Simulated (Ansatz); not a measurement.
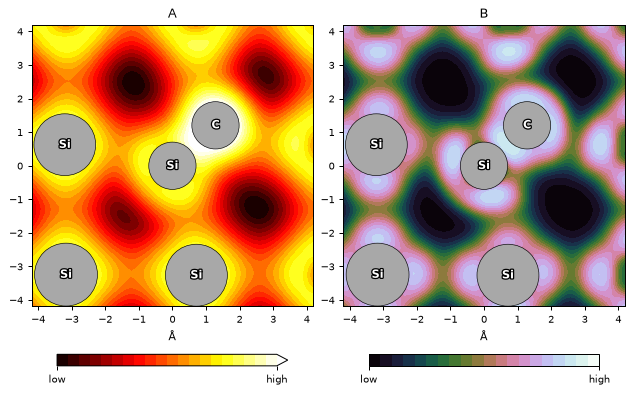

Si16C (cell with a defect): 2 fields on the (110) plane of the calculation cell, with unlabelled colour scales. Grey discs cover the atomic cores.

PAW files of the earlier set (soft_1); the program warned that a starting moment wasn't kept; spin-polarised, but the moments vanished.

Computed with Ansatz 0.2.0, DFT PBE-D3(BJ), scalar-relativistic, plane waves, PAW.

```
Si C
1.0
     0.00000    5.43000    5.43000
     5.43000    0.00000    5.43000
     5.43000    5.43000    0.00000
Si C
16 1
Direct
  0.02697 0.97623 0.02849
  0.14690 0.13025 0.14917
  0.01315 0.99396 0.51668
  0.13925 0.10402 0.65406
  0.93393 0.56305 0.92810
  0.14529 0.58306 0.14647
  0.01148 0.47727 0.51484
  0.15384 0.63132 0.58054
  0.51459 0.99276 0.01587
  0.65248 0.10434 0.13995
  0.51323 0.98668 0.51396
  0.63966 0.10550 0.64237
  0.51369 0.47757 0.01289
  0.58761 0.62880 0.15107
  0.52052 0.47873 0.51870
  0.63783 0.61328 0.63938
  0.09592 0.41145 0.08997
```

Q: The panels show electron localisation function and valence pseudo-density in some order. Assign them.

A: Panel A: valence pseudo-density. Panel B: electron localisation function. From the grid: Si–C (1.76 Å): ρ is about 1 e/Å³ halfway; the ELF peaks at about 0.90 between the atoms; a covalent bond.
